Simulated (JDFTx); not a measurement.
# Geometry relaxation of HfB₂ (part 2 of 2)

Continued. System: HfB₂ (3 atoms in the cell). Method: Kohn-Sham DFT of a periodic cell, r2SCAN, SG15-PBE-1.2, no spin polarisation (JDFTx 1.7.0 (patched build)); cutoff 1088.45 eV, 5×5×4 k-mesh, fermi-dirac of 0.05 eV. The structure derives from an entry of the Crystallography Open Database.

Geometry of the input (Å; fractional positions):
```
3.1400  0.0000  0.0000
-1.5700  2.7193  0.0000
0.0000  0.0000  3.4800
Hf 0.0000  0.0000  0.0000
B  0.6667  0.3333  0.5000
B  0.3333  0.6667  0.5000
```

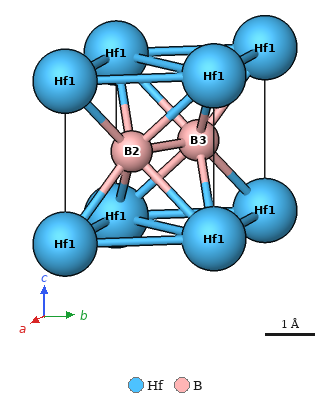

The geometry at step 3 of the log (ball-and-stick view of the cell of the calculation, seen slightly off an axis; atoms are numbered from 1 in the order of the input).

### The program's output, continued
```
Setting wave functions to eigenvectors of Hamiltonian
# Lattice vectors:
R =
[      5.87582     -2.93791            0  ]
[            0      5.08861            0  ]
[            0            0      6.47859  ]
unit cell volume = 193.708

# Strain tensor in Cartesian coordinates:
[  -0.00976081            0            0  ]
[            0  -0.00976081            0  ]
[            0            0   -0.0148504  ]

# Stress tensor in Cartesian coordinates [Eh/a0^3]:
[ -2.95764e-05            0            0  ]
[            0 -2.95764e-05            0  ]
[            0            0  5.77529e-05  ]

# Ionic positions in lattice coordinates:
ion Hf   0.000000000000000   0.000000000000000   0.000000000000000 1
ion B   0.666666666666667   0.333333333333333   0.500000000000000 1
ion B   0.333333333333333   0.666666666666667   0.500000000000000 1

# Forces in Cartesian coordinates:
force Hf  -0.000000000000000  -0.000000000000000   0.000000000000000 1
force B   0.000000000000000   0.000000000000000  -0.000000000000000 1
force B  -0.000000000000000  -0.000000000000000  -0.000000000000000 1

# Energy components:
   Eewald =     -190.6420221337728549
       EH =       54.9977783487605549
     Eloc =     -128.2790845424736688
      Enl =      -42.6029437536784030
      Exc =      -20.9976957491480611
       KE =       98.6461870079066472
-------------------------------------
     Etot =     -228.8777808224057821
       TS =        0.0001531638703379
-------------------------------------
        F =     -228.8779339862761333

LatticeMinimize: Iter:   2  F: -228.877933986276133  |grad|_K:  2.360e-03  alpha:  1.000e+00  linmin: -1.985e-01

-------- Electronic minimization -----------
Will mix electronic and kinetic density at each iteration.
	FillingsUpdate:  mu: +0.882545884  nElectrons: 32.000000
	FillingsUpdate:  mu: +0.883171472  nElectrons: 32.000000
SCF: Cycle:  0   F: -228.877857323700425   dF: -1.416e-03   |Residual|: 6.860e-02   |deigs|: 6.473e-05
	FillingsUpdate:  mu: +0.882866482  nElectrons: 32.000000
SCF: Cycle:  1   F: -228.877938026409936   dF: -8.070e-05   |Residual|: 3.025e-02   |deigs|: 9.216e-04
	FillingsUpdate:  mu: +0.882621652  nElectrons: 32.000000
SCF: Cycle:  2   F: -228.877960041856369   dF: -2.202e-05   |Residual|: 4.161e-03   |deigs|: 6.568e-04
	FillingsUpdate:  mu: +0.882594479  nElectrons: 32.000000
SCF: Cycle:  3   F: -228.877961146696720   dF: -1.105e-06   |Residual|: 1.731e-03   |deigs|: 2.950e-05
	FillingsUpdate:  mu: +0.882573214  nElectrons: 32.000000
SCF: Cycle:  4   F: -228.877961411207707   dF: -2.645e-07   |Residual|: 5.270e-04   |deigs|: 2.193e-05
	FillingsUpdate:  mu: +0.882573726  nElectrons: 32.000000
SCF: Cycle:  5   F: -228.877961468655911   dF: -5.745e-08   |Residual|: 2.101e-04   |deigs|: 5.125e-06
	FillingsUpdate:  mu: +0.882573138  nElectrons: 32.000000
SCF: Cycle:  6   F: -228.877961489133781   dF: -2.048e-08   |Residual|: 9.341e-05   |deigs|: 4.569e-06
	FillingsUpdate:  mu: +0.882573083  nElectrons: 32.000000
SCF: Cycle:  7   F: -228.877961494386057   dF: -5.252e-09   |Residual|: 7.503e-05   |deigs|: 9.085e-07
	FillingsUpdate:  mu: +0.882573085  nElectrons: 32.000000
SCF: Cycle:  8   F: -228.877961496117706   dF: -1.732e-09   |Residual|: 1.585e-05   |deigs|: 9.061e-07
	FillingsUpdate:  mu: +0.882572989  nElectrons: 32.000000
SCF: Cycle:  9   F: -228.877961496651494   dF: -5.338e-10   |Residual|: 2.939e-05   |deigs|: 2.661e-07
	FillingsUpdate:  mu: +0.882572976  nElectrons: 32.000000
SCF: Cycle: 10   F: -228.877961496840840   dF: -1.893e-10   |Residual|: 3.303e-05   |deigs|: 6.160e-08
SCF: Converged (|Delta E|<1.000000e-09 for 2 iters).

Setting wave functions to eigenvectors of Hamiltonian
# Lattice vectors:
R =
[      5.88253     -2.94127            0  ]
[            0      5.09442            0  ]
[            0            0      6.46417  ]
unit cell volume = 193.719

# Strain tensor in Cartesian coordinates:
[  -0.00863005            0            0  ]
[            0  -0.00863005            0  ]
[            0            0   -0.0170426  ]

# Stress tensor in Cartesian coordinates [Eh/a0^3]:
[ -1.05209e-05            0            0  ]
[            0 -1.05209e-05            0  ]
[            0            0  2.84304e-05  ]

# Ionic positions in lattice coordinates:
ion Hf  -0.000000000000000  -0.000000000000000   0.000000000000000 1
ion B   0.666666666666667   0.333333333333333   0.500000000000000 1
ion B   0.333333333333333   0.666666666666667   0.500000000000000 1

# Forces in Cartesian coordinates:
force Hf   0.000000000000000   0.000000000000000   0.000000000000000 1
force B  -0.000000000000000   0.000000000000000   0.000000000000000 1
force B  -0.000000000000000  -0.000000000000000  -0.000000000000000 1

# Energy components:
   Eewald =     -190.6661552541227422
       EH =       54.9750956471146353
     Eloc =     -128.2311162808699407
      Enl =      -42.6019599945176353
      Exc =      -20.9973876782224842
       KE =       98.6437152339858159
-------------------------------------
     Etot =     -228.8778083266323620
       TS =        0.0001531702084881
-------------------------------------
        F =     -228.8779614968408396

LatticeMinimize: Iter:   3  F: -228.877961496840840  |grad|_K:  1.062e-03  alpha:  1.000e+00  linmin: -9.894e-01

-------- Electronic minimization -----------
Will mix electronic and kinetic density at each iteration.
	FillingsUpdate:  mu: +0.882572976  nElectrons: 32.000000
	FillingsUpdate:  mu: +0.883621385  nElectrons: 32.000000
SCF: Cycle:  0   F: -228.877897581549462   dF: -8.433e-04   |Residual|: 5.573e-02   |deigs|: 3.942e-05
	FillingsUpdate:  mu: +0.883280581  nElectrons: 32.000000
SCF: Cycle:  1   F: -228.877954702101363   dF: -5.712e-05   |Residual|: 2.448e-02   |deigs|: 9.734e-04
	FillingsUpdate:  mu: +0.883055108  nElectrons: 32.000000
[... 6 further cycles ...]
SCF: Cycle:  8   F: -228.877968595583894   dF: -8.403e-10   |Residual|: 2.168e-05   |deigs|: 4.975e-07
	FillingsUpdate:  mu: +0.883026379  nElectrons: 32.000000
SCF: Cycle:  9   F: -228.877968595847847   dF: -2.640e-10   |Residual|: 1.586e-05   |deigs|: 3.743e-07
SCF: Converged (|Delta E|<1.000000e-09 for 2 iters).

Setting wave functions to eigenvectors of Hamiltonian
# Lattice vectors:
R =
[      5.88673     -2.94337            0  ]
[            0      5.09806            0  ]
[            0            0        6.452  ]
unit cell volume = 193.63

# Strain tensor in Cartesian coordinates:
[  -0.00792235            0            0  ]
[            0  -0.00792235            0  ]
[            0            0    -0.018894  ]

# Stress tensor in Cartesian coordinates [Eh/a0^3]:
[ -3.67852e-07            0            0  ]
[            0 -3.67852e-07            0  ]
[            0            0  1.88441e-06  ]

# Ionic positions in lattice coordinates:
ion Hf  -0.000000000000000  -0.000000000000000   0.000000000000000 1
ion B   0.666666666666667   0.333333333333333   0.500000000000000 1
ion B   0.333333333333333   0.666666666666667   0.500000000000000 1

# Forces in Cartesian coordinates:
force Hf  -0.000000000000000   0.000000000000000   0.000000000000000 1
force B   0.000000000000000   0.000000000000000   0.000000000000000 1
force B   0.000000000000000   0.000000000000000   0.000000000000000 1

# Energy components:
   Eewald =     -190.7159983404224874
       EH =       54.9417264021301435
     Eloc =     -128.1480808325868566
      Enl =      -42.6007074636063194
      Exc =      -20.9978219471442706
       KE =       98.6430668158970718
-------------------------------------
     Etot =     -228.8778153657327437
       TS =        0.0001532301151137
-------------------------------------
        F =     -228.8779685958478467

LatticeMinimize: Iter:   4  F: -228.877968595847847  |grad|_K:  6.467e-05  alpha:  1.000e+00  linmin: -9.753e-01

-------- Electronic minimization -----------
Will mix electronic and kinetic density at each iteration.
	FillingsUpdate:  mu: +0.883026379  nElectrons: 32.000000
	FillingsUpdate:  mu: +0.883142197  nElectrons: 32.000000
SCF: Cycle:  0   F: -228.877968195904856   dF: -2.850e-06   |Residual|: 3.489e-03   |deigs|: 1.485e-07
	FillingsUpdate:  mu: +0.883113970  nElectrons: 32.000000
SCF: Cycle:  1   F: -228.877968562701000   dF: -3.668e-07   |Residual|: 1.953e-03   |deigs|: 9.004e-05
	FillingsUpdate:  mu: +0.883091868  nElectrons: 32.000000
[... 2 further cycles ...]
SCF: Cycle:  4   F: -228.877968623087071   dF: -9.090e-10   |Residual|: 7.671e-05   |deigs|: 4.584e-06
	FillingsUpdate:  mu: +0.883094444  nElectrons: 32.000000
SCF: Cycle:  5   F: -228.877968623564584   dF: -4.775e-10   |Residual|: 5.971e-05   |deigs|: 4.466e-06
SCF: Converged (|Delta E|<1.000000e-09 for 2 iters).

Setting wave functions to eigenvectors of Hamiltonian
# Lattice vectors:
R =
[      5.88688     -2.94344            0  ]
[            0      5.09819            0  ]
[            0            0      6.45119  ]
unit cell volume = 193.616

# Strain tensor in Cartesian coordinates:
[   -0.0078969            0            0  ]
[            0   -0.0078969            0  ]
[            0            0   -0.0190163  ]

# Stress tensor in Cartesian coordinates [Eh/a0^3]:
[ -3.77702e-07            0            0  ]
[            0 -3.77702e-07            0  ]
[            0            0   -4.029e-07  ]

# Ionic positions in lattice coordinates:
ion Hf  -0.000000000000000  -0.000000000000000   0.000000000000000 1
ion B   0.666666666666667   0.333333333333333   0.500000000000000 1
ion B   0.333333333333333   0.666666666666667   0.500000000000000 1

# Forces in Cartesian coordinates:
force Hf  -0.000000000000000  -0.000000000000000  -0.000000000000000 1
force B  -0.000000000000000  -0.000000000000000   0.000000000000000 1
force B   0.000000000000000  -0.000000000000000   0.000000000000000 1

# Energy components:
   Eewald =     -190.7218495869988999
       EH =       54.9382503406758289
     Eloc =     -128.1388571870390649
      Enl =      -42.6006101279872951
      Exc =      -20.9979082746858410
       KE =       98.6431594477415814
-------------------------------------
     Etot =     -228.8778153882936977
       TS =        0.0001532352708939
-------------------------------------
        F =     -228.8779686235645840

LatticeMinimize: Iter:   5  F: -228.877968623564584  |grad|_K:  2.213e-05  alpha:  1.000e+00  linmin:  3.553e-01

-------- Electronic minimization -----------
Will mix electronic and kinetic density at each iteration.
	FillingsUpdate:  mu: +0.883094444  nElectrons: 32.000000
	FillingsUpdate:  mu: +0.883025386  nElectrons: 32.000000
SCF: Cycle:  0   F: -228.877968513777518   dF: -4.696e-08   |Residual|: 2.330e-03   |deigs|: 5.957e-08
	FillingsUpdate:  mu: +0.883038482  nElectrons: 32.000000
SCF: Cycle:  1   F: -228.877968609790884   dF: -9.601e-08   |Residual|: 1.061e-03   |deigs|: 7.196e-05
	FillingsUpdate:  mu: +0.883044207  nElectrons: 32.000000
[... 2 further cycles ...]
SCF: Cycle:  4   F: -228.877968622870895   dF: -5.315e-11   |Residual|: 1.238e-04   |deigs|: 9.149e-06
	FillingsUpdate:  mu: +0.883042483  nElectrons: 32.000000
SCF: Cycle:  5   F: -228.877968623205135   dF: -3.342e-10   |Residual|: 7.481e-06   |deigs|: 5.180e-06
SCF: Converged (|Delta E|<1.000000e-09 for 2 iters).

Setting wave functions to eigenvectors of Hamiltonian
LatticeMinimize: 	Wolfe criterion not satisfied: alpha: 1  (E-E0)/|gdotd0|: 0.0827937  gdotd/gdotd0: -0.589734 (taking cubic step)

-------- Electronic minimization -----------
Will mix electronic and kinetic density at each iteration.
	FillingsUpdate:  mu: +0.883042483  nElectrons: 32.000000
	FillingsUpdate:  mu: +0.883085268  nElectrons: 32.000000
SCF: Cycle:  0   F: -228.877968582164328   dF: -1.925e-08   |Residual|: 1.455e-03   |deigs|: 5.492e-08
	FillingsUpdate:  mu: +0.883077240  nElectrons: 32.000000
SCF: Cycle:  1   F: -228.877968618929515   dF: -3.677e-08   |Residual|: 6.702e-04   |deigs|: 4.446e-05
	FillingsUpdate:  mu: +0.883073548  nElectrons: 32.000000
[... 2 further cycles ...]
SCF: Cycle:  4   F: -228.877968624065886   dF: -7.702e-12   |Residual|: 7.857e-05   |deigs|: 5.542e-06
	FillingsUpdate:  mu: +0.883074629  nElectrons: 32.000000
SCF: Cycle:  5   F: -228.877968624200065   dF: -1.342e-10   |Residual|: 4.706e-06   |deigs|: 3.311e-06
SCF: Converged (|Delta E|<1.000000e-09 for 2 iters).

Setting wave functions to eigenvectors of Hamiltonian
# Lattice vectors:
R =
[      5.88692     -2.94346            0  ]
[            0      5.09823            0  ]
[            0            0      6.45124  ]
unit cell volume = 193.62

# Strain tensor in Cartesian coordinates:
[  -0.00788979            0            0  ]
[            0  -0.00788979            0  ]
[            0            0    -0.019009  ]

# Stress tensor in Cartesian coordinates [Eh/a0^3]:
[ -8.45078e-08            0            0  ]
[            0 -8.45078e-08            0  ]
[            0            0  2.27444e-07  ]

# Ionic positions in lattice coordinates:
ion Hf  -0.000000000000000   0.000000000000000   0.000000000000000 1
ion B   0.666666666666667   0.333333333333333   0.500000000000000 1
ion B   0.333333333333333   0.666666666666667   0.500000000000000 1

# Forces in Cartesian coordinates:
force Hf   0.000000000000000  -0.000000000000000  -0.000000000000000 1
force B   0.000000000000000  -0.000000000000000   0.000000000000000 1
force B  -0.000000000000000  -0.000000000000000   0.000000000000000 1

# Energy components:
   Eewald =     -190.7204659244788161
       EH =       54.9389789503737802
     Eloc =     -128.1409282327112464
      Enl =      -42.6006156628542172
      Exc =      -20.9978801986011590
       KE =       98.6430956794078071
-------------------------------------
     Etot =     -228.8778153888638371
       TS =        0.0001532353362365
-------------------------------------
        F =     -228.8779686242000651

LatticeMinimize: Iter:   6  F: -228.877968624200065  |grad|_K:  8.499e-06  alpha:  3.745e-01  linmin:  1.449e-01
LatticeMinimize: Converged (|Delta F|<1.000000e-06 for 2 iters).

Dumping 'run.eigStats' ...
	eMin: -1.461944 at state 0 ( [ +0.000000 +0.000000 +0.000000 ] spin 0 )
	HOMO: +0.864925 at state 9 ( [ +0.200000 +0.200000 +0.000000 ] spin 0 )
	mu  : +0.883075
	LUMO: +0.883075 at state 12 ( [ +0.200000 +0.400000 +0.000000 ] spin 0 )
	eMax: +1.360259 at state 7 ( [ +0.000000 +0.400000 +0.250000 ] spin 0 )
	HOMO-LUMO gap: +0.018151
	Optical gap  : +0.030067 at state 12 ( [ +0.200000 +0.400000 +0.000000 ] spin 0 )
Done!
```

### Trajectory as extended XYZ (Å, eV, eV/Å), 7 frames, from step=0 to step=6
```
3
Lattice="3.1400 0.0000 0.0000 -1.5700 2.7193 0.0000 0.0000 0.0000 3.4800" Properties=species:S:1:pos:R:3:forces:R:3 step=0 energy=-6228.05655
Hf    0.0000    0.0000    0.0000    0.0000   0.0000   0.0000
B     1.5700    0.9064    1.7400    0.0000   0.0000   0.0000
B     0.0000    1.8129    1.7400    0.0000   0.0000   0.0000
3
Lattice="3.1354 0.0000 0.0000 -1.5677 2.7153 0.0000 0.0000 0.0000 3.4726" Properties=species:S:1:pos:R:3:forces:R:3 step=1 energy=-6228.06423
Hf    0.0000    0.0000    0.0000    0.0000   0.0000   0.0000
B     1.5677    0.9051    1.7363    0.0000   0.0000   0.0000
B     0.0000    1.8102    1.7363    0.0000   0.0000   0.0000
3
Lattice="3.1094 0.0000 0.0000 -1.5547 2.6928 0.0000 0.0000 0.0000 3.4283" Properties=species:S:1:pos:R:3:forces:R:3 step=2 energy=-6228.08586
Hf    0.0000    0.0000    0.0000    0.0000   0.0000   0.0000
B     1.5547    0.8976    1.7142    0.0000   0.0000   0.0000
B     0.0000    1.7952    1.7142    0.0000   0.0000   0.0000
3
Lattice="3.1129 0.0000 0.0000 -1.5565 2.6959 0.0000 0.0000 0.0000 3.4207" Properties=species:S:1:pos:R:3:forces:R:3 step=3 energy=-6228.08661
Hf    0.0000    0.0000    0.0000    0.0000   0.0000   0.0000
B     1.5564    0.8986    1.7103    0.0000   0.0000   0.0000
B     0.0000    1.7972    1.7103    0.0000   0.0000   0.0000
3
Lattice="3.1151 0.0000 0.0000 -1.5576 2.6978 0.0000 0.0000 0.0000 3.4143" Properties=species:S:1:pos:R:3:forces:R:3 step=4 energy=-6228.08681
Hf    0.0000    0.0000    0.0000    0.0000   0.0000   0.0000
B     1.5576    0.8993    1.7071    0.0000   0.0000   0.0000
B     0.0000    1.7985    1.7071    0.0000   0.0000   0.0000
3
Lattice="3.1152 0.0000 0.0000 -1.5576 2.6978 0.0000 0.0000 0.0000 3.4138" Properties=species:S:1:pos:R:3:forces:R:3 step=5 energy=-6228.08681
Hf    0.0000    0.0000    0.0000    0.0000   0.0000   0.0000
B     1.5576    0.8993    1.7069    0.0000   0.0000   0.0000
B     0.0000    1.7986    1.7069    0.0000   0.0000   0.0000
3
Lattice="3.1152 0.0000 0.0000 -1.5576 2.6979 0.0000 0.0000 0.0000 3.4138" Properties=species:S:1:pos:R:3:forces:R:3 step=6 energy=-6228.08681
Hf    0.0000    0.0000    0.0000    0.0000   0.0000   0.0000
B     1.5576    0.8993    1.7069    0.0000   0.0000   0.0000
B     0.0000    1.7986    1.7069    0.0000   0.0000   0.0000
```

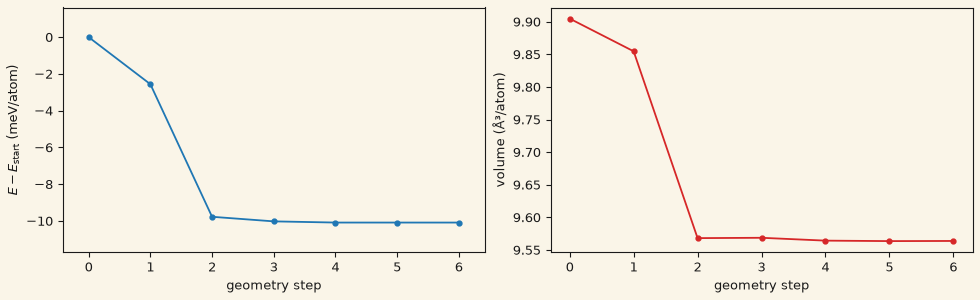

Progress of the relaxation, step by step (steps are counted from 0).

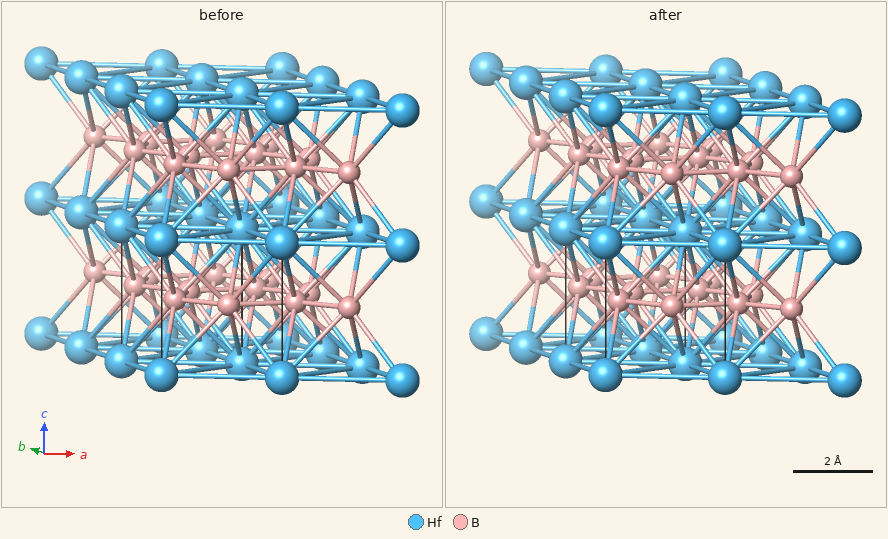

Before (left) and after (right) the relaxation, at one scale (ball-and-stick view of the cell of the calculation, repeated 2 × 3 × 2, seen slightly off an axis). The energy falls by 10.1 meV per atom in 6 geometry steps. All forces vanish by symmetry, so only the cell relaxes. The atoms keep their places relative to the cell (all moves are under 0.005 Å). Cell: a = b 3.140 → 3.115 Å (−0.8 %), c 3.480 → 3.414 Å (−1.9 %). Volume −3.4 %. Among the contacts that change: Hf1–B2 2.513 → 2.480 Å, Hf1–Hf1 3.140 → 3.115 Å, B2–B3 1.813 → 1.799 Å. The space group stays P6/mmm (No. 191). (Atoms are counted from 1 in the order of the input.)

### Summary

```json
{"quantity": "outcome", "value": "converged"}
{"quantity": "space group (tolerance 0.01 Å)", "value": "P6/mmm (191)"}
{"quantity": "electrons treated", "value": "32"}
{"quantity": "free energy", "value": "−6228.0868 eV"}
{"quantity": "Fermi energy", "value": "24.030 eV"}
{"quantity": "gap on the k-point mesh", "value": "none (metallic)"}
{"quantity": "pressure", "value": "0.00 GPa"}
{"quantity": "final volume", "value": "28.69 Å³"}
{"quantity": "largest force (length of the vector) at the end", "value": "under 0.001 eV/Å"}
{"quantity": "final cell", "value": "a = 3.115 Å, b = 3.115 Å, c = 3.414 Å, α = 90.00°, β = 90.00°, γ = 120.00°"}
{"quantity": "hardware", "value": "1 thread of Intel Xeon (Sapphire Rapids), 32 GiB of memory available, shared host"}
{"quantity": "wall time", "value": "8.5 min"}
{"quantity": "peak memory", "value": "0.12 GiB"}
```

Points of doubt noted for this run: coarse mesh; metagga forces on grid. Spin–orbit coupling is left out, which matters for Hf.
